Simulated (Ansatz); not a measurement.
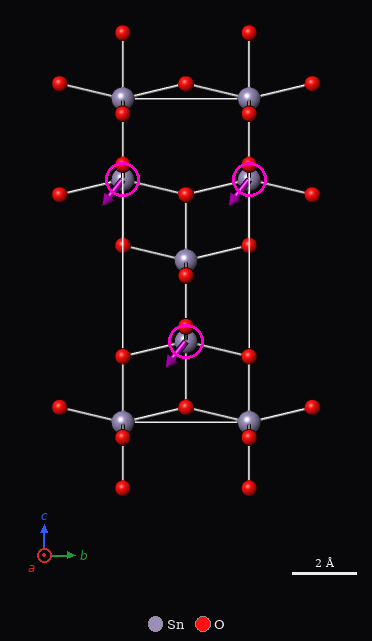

Crystalline SnO2 (I4_1/amd): Sn1 (one in each cell of 6 atoms) is moved towards the nearest copy of atom 2 (Sn) at 3.250 Å, all else fixed. The picture shows the reference cell. The purple arrows give the direction of positive displacement. The ringed atoms are those of the scanned coordinate. The picture is a ball-and-stick view of the conventional cell (2 times the calculation's cell), seen along the a axis. Lengths and directions refer to the drawn axes.

Computed with DFT LDA, scalar-relativistic, plane waves, PAW in Ansatz 0.2.0. Set-up: plane-wave cutoff 420 eV; k-point mesh 10 × 10 × 10; occupations gaussian; smearing width 0.05 eV; no spin polarisation. Energies (free energies at the smearing named) are counted from the cell as listed in its source, which wasn't relaxed.

```
Sn O
1.0
    -2.00007    2.00007    5.12368
     2.00007   -2.00007    5.12368
     2.00007    2.00007   -5.12368
Sn O
2 4
Direct
  0.75000 0.25000 0.50000
  0.00000 0.00000 0.00000
  0.79652 0.79652 0.00000
  0.95348 0.45348 0.50000
  0.20348 0.20348 0.00000
  0.54652 0.04652 0.50000
```

Question: What energies does the calculation give (the displacement: −0.1000, −0.0750, −0.0500, −0.0250, 0.0000, 0.0250, 0.0500, 0.0750, 0.0875, 0.1000 Å)?

Answer:
```
displacement (Å)  E − E(ref) (meV/cell)
         −0.1000                  103.6
         −0.0750                   58.8
         −0.0500                   26.4
         −0.0250                    6.7
          0.0000                    0.0
          0.0250                    6.8
          0.0500                   27.7
          0.0750                   63.2
          0.0875                   86.7
          0.1000                  114.0
```

The lowest computed point lies at the displacement 0.00 Å (0.0 meV/cell). The curvature at zero is about 22 eV/Å². The well is nearly symmetric. At the highest point the shortest interatomic distance is 1.98 Å, against 2.06 Å in the reference. The distortion takes the space group from I4_1/amd to Cm.
